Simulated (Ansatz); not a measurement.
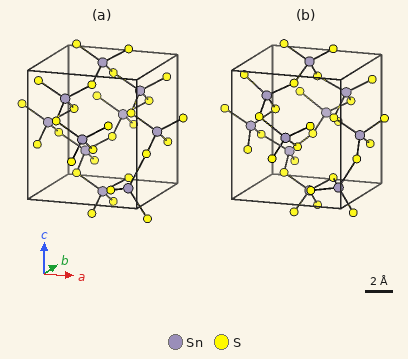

The structure of a defect cell of composition Sn7S16 (cell charge −4) (started half-way along a vacancy jump, in the symmetry of that start) before (left) and after (right) a relaxation, at one scale.

The picture is a ball-and-stick view of the cell of the calculation, seen slightly off an axis.

Theory: DFT PBE, scalar-relativistic, plane waves, PAW in Ansatz 0.2.0. (plane-wave cutoff 420 eV; k-point mesh 4 × 4 × 2; occupations gaussian; smearing width 0.05 eV; no spin polarisation; atoms relaxed in a fixed cell; force threshold 0.02 eV/Å; at most 60 steps)

What changed between the two?

Answer. Over 8 accepted moves (10 points after the start) the energy falls by 25.156 eV per cell of the calculation. Largest force component: 99 eV/Å at the start, 0.012 eV/Å at the end. The line search rejected the trial steps at points 6, 9 of the run. The largest moves, 0.63 Å, are those of S atoms. By element the largest moves are S 0.63 Å, Sn 0.53 Å. The lattice vectors keep their values. Near-neighbour distances that change, for instance: S–Sn 1.434 → 2.281 Å, S–Sn 3.385 → 2.787 Å, S–Sn 2.905 → 2.536 Å, S–Sn 2.434 → 2.278 Å. New bonds form: S–Sn (3.38 → 2.79 Å). Bond angles that change, for instance: S–Sn–S 104.9° → 120.0°, Sn–S–Sn 141.5° → 127.0°, Sn–S–Sn 107.8° → 121.6°.

Limits of the set-up: the cell is charged, on a uniform background, and energies carry no finite-size correction.
